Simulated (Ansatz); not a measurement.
HfC₄₇ (charge −1): single-point calculation (part 1 of 3)

The run: single-point calculation of HfC₄₇ (defect cell, 48 atoms in the cell, total charge −1). Method and program: DFT PBE, scalar-relativistic, plane waves, PAW, spin-polarised (Ansatz 0.2.0).

The structure derives from an entry of the Crystallography Open Database.

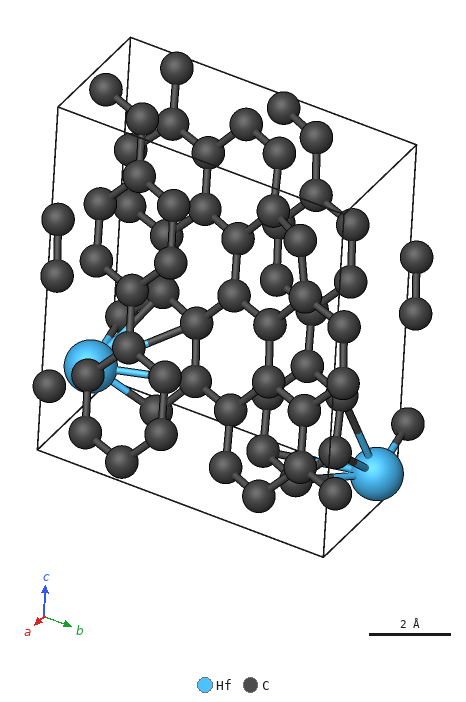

*The structure as given in the input (ball-and-stick view of the cell of the calculation, seen slightly off an axis). An atom can appear more than once, as a periodic image.*

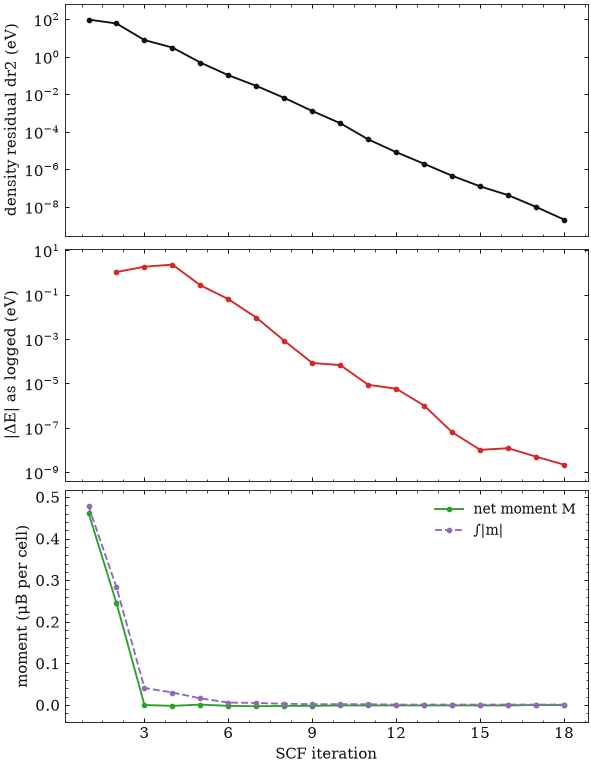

*Convergence of the self-consistent field: density residual dr2, size of the energy change and magnetic moment against the SCF iteration.*

The residual falls at every step. The net moment goes from 0.5 to 0.0 μB per cell, and ∫|m| falls to zero.

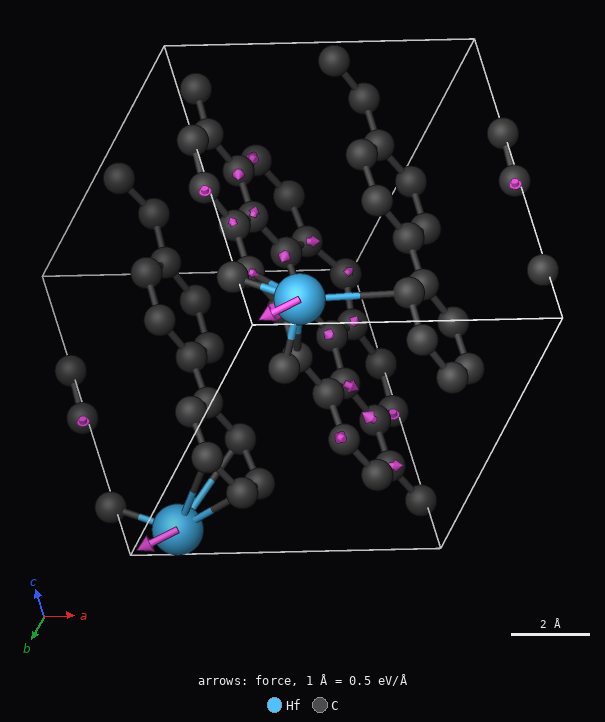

*Forces on the atoms as pink arrows (ball-and-stick view of the cell of the calculation, seen at an oblique angle).*

The largest act on Hf1 (0.61 eV/Å); C34 (0.42 eV/Å); C8 (0.30 eV/Å); C33 (0.24 eV/Å), among others. Atoms are counted from 1 in the order of the input and aren't labelled in the picture. The geometry is not a stationary point of this energy.

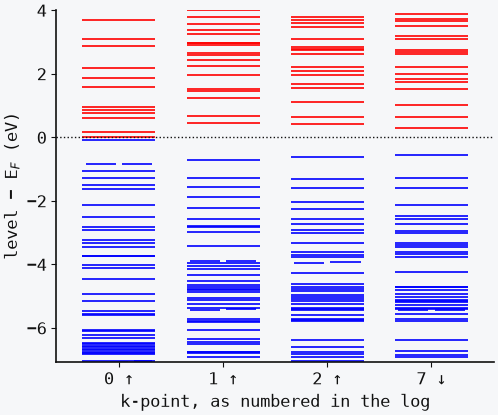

*Kohn–Sham levels near the Fermi level (dotted) at the few k-points that the log prints; levels within 0.02 eV of each other stand side by side.*

The system is metallic on the full mesh.

The input that produced these results follows, with the program's output.

Input
```yaml
crystal:
  lattice:
    - [3.705, -2.139083, -6.79]
    - [3.705, -2.139083, 6.79]
    - [-7.41, -4.278165, 0.0]
  atoms:
    - { symbol: Hf, position: [0.1578845706, -0.0314299201, 0.0624246585], spin: 0.2 }
    - { symbol: C, position: [0.5099336742, 0.5326638754, 0.0163852032] }
    - { symbol: C, position: [0.6852005099, 0.6842612575, 0.8470775833] }
    - { symbol: C, position: [0.1767202836, 0.2027814116, 0.8466879232] }
    - { symbol: C, position: [0.3399476409, 0.3687733401, 0.6833357914] }
    - { symbol: C, position: [0.8502754468, 0.8498078145, 0.6819736576] }
    - { symbol: C, position: [0.0055517631, 0.0328150194, 0.5185472512] }
    - { symbol: C, position: [0.5093322372, 0.5260932994, 0.5149284447] }
    - { symbol: C, position: [0.672144675, 0.700181068, 0.3515912012] }
    - { symbol: C, position: [0.1683288683, 0.2020931074, 0.3537727126] }
    - { symbol: C, position: [0.3414111796, 0.371685951, 0.1823726289] }
    - { symbol: C, position: [0.8352021984, 0.8637947487, 0.1868659636] }
    - { symbol: C, position: [0.728606321, 0.2277977315, -0.0190302684] }
    - { symbol: C, position: [0.2414076286, 0.712761196, -0.019874643] }
    - { symbol: C, position: [0.3982913965, 0.8914984892, 0.8134511333] }
    - { symbol: C, position: [0.8962295823, 0.3913184705, 0.8136629065] }
    - { symbol: C, position: [0.0624397715, 0.5593645335, 0.6466602814] }
    - { symbol: C, position: [0.5609503357, 0.0623733066, 0.6475792808] }
    - { symbol: C, position: [0.7292224632, 0.2281101894, 0.4813681423] }
    - { symbol: C, position: [0.2269252178, 0.7296513859, 0.4811186677] }
    - { symbol: C, position: [0.4004612611, 0.8894165764, 0.3152537795] }
    - { symbol: C, position: [0.8928585684, 0.3965164821, 0.3142933388] }
    - { symbol: C, position: [0.0632079165, 0.5577814237, 0.1476444186] }
    - { symbol: C, position: [0.5683194532, 0.0565028764, 0.1477370521] }
    - { symbol: C, position: [0.1878617304, 0.2087441602, 0.0131313692], spin: 0.2 }
    - { symbol: C, position: [0.6789148615, 0.6917863679, 0.016259836] }
    - { symbol: C, position: [0.8635955059, 0.8240577105, 0.840965659], spin: 0.2 }
    - { symbol: C, position: [0.3414681897, 0.3696062187, 0.8484507643] }
    - { symbol: C, position: [0.5101183689, 0.5281692614, 0.6819243933] }
    - { symbol: C, position: [1.011943073, 0.0261959701, 0.6825352652] }
    - { symbol: C, position: [0.1706858016, 0.2041593111, 0.5204207354] }
    - { symbol: C, position: [0.6757393584, 0.6939062433, 0.516417622] }
    - { symbol: C, position: [0.8360087, 0.8665212559, 0.3527451996] }
    - { symbol: C, position: [0.3398484523, 0.3641899452, 0.349270574] }
    - { symbol: C, position: [0.508562263, 0.5377522908, 0.1845807327] }
    - { symbol: C, position: [1.0033146798, 0.0287213465, 0.1953779329], spin: 0.2 }
    - { symbol: C, position: [0.5654028913, 0.0588933347, -0.0193552545] }
    - { symbol: C, position: [0.0665853656, 0.5537145167, -0.0193185911] }
    - { symbol: C, position: [0.2342659353, 0.7214431041, 0.8130780079] }
    - { symbol: C, position: [0.7280384685, 0.2284095668, 0.8141568102] }
    - { symbol: C, position: [0.8956424001, 0.3931039125, 0.6471272761] }
    - { symbol: C, position: [0.3944461899, 0.8951959316, 0.6474470165] }
    - { symbol: C, position: [0.5631001524, 0.0609972758, 0.4817983197] }
    - { symbol: C, position: [0.0595247521, 0.5632779159, 0.4810351886] }
    - { symbol: C, position: [0.2298765694, 0.7259619751, 0.3149269723] }
    - { symbol: C, position: [0.7295583952, 0.2283846245, 0.3146859727] }
    - { symbol: C, position: [0.8940028114, 0.3950376026, 0.1474663299] }
    - { symbol: C, position: [0.4103103257, 0.8810312205, 0.1486119066] }
magnetization:
  spin_polarized: true
total_charge: -1
basis:
  ecutwfc: 420
  fft_grid_basis: typed
kpoints:
  mp_grid: { grid: [2, 2, 2] }
hamiltonian:
  xc: pbe
  pseudopotentials: { kind: paw }
scf:
  occupations: { method: gaussian, width: 0.05 }
output:
  forces: true
  stress: false
  eigenvalues: true
  bader: true
  write_density: true
  volumetric_format: npy
  populations: true
```

Run as:
```bash
ansatz run input.yaml --threads 4 --pin off --max-ram 10240MiB --backend cpu --events-out ev --progress --plain --runs-dir out
```

Output
```
Engine: ansatz 0.2.0, aarch64-unknown-linux-gnu
Pseudopotentials: kind: paw
Pseudopotential: Hf, paw, valence charge 26, recommended cutoff 420 eV (normal), Hf.paw.azcp
Pseudopotential: C, paw, valence charge 4, recommended cutoff 420 eV (normal), C.paw.azcp
Functional definition: PBE
  parameter kappa = 0.804
  parameter beta = 0.06672455060314922
  exchange = pbe_x(kappa = kappa, mu = beta*pi^2/3)
  correlation = pbe_c(beta = beta)
Crystal: 48 atoms, lattice volume = 430.502 Å³
Basis set: ecut = 420 eV, 8441 PW (Γ), exchange–correlation on 108×108×120 points (8 copies of the dense FFT grid, shifted against one another)
Bands: 156, of which v1, the nominal top of the filled ones, is band 108 counted from 1 (107 counted from 0)
Symmetry: 1 space group operations
Space group: P1 (ITA 1), of the structure as read, at distance tolerance 7.6e-5 Å
Magnetic group: BNS 1.1 (UNI 1), of the structure as read, at distance tolerance 7.6e-5 Å
k-points: 8
Non-local potential: Hf, projectors of the file, l = 0: 3, l = 1: 2, l = 2: 2, l = 3: 3
Non-local potential: C, projectors of the file, l = 0: 2, l = 1: 2, l = 2: 1
PAW form: soft (Blöchl's): semilocal exchange-correlation on the pseudo side does not see the compensation charge
PAW one-centre angular grid: Hf, 590 points (default); XC on 64 Gauss nodes
PAW one-centre angular grid: C, 110 points (default); XC on 64 Gauss nodes
Initial density: superposition of atomic densities (chi_scale 0.1, normalization cell, long waves kept (reshape's long-wave potential 0.37 eV rms))
Starting moments: Σ|m| = 0.8 μB on 4 of 48 sites
Initial wavefunctions: pseudopotential atomic-orbital guess
Functional: x = pbe(κ = 0.804, μ = 0.2195149727645171), c = pbe(β = 0.06672455060314922)
```
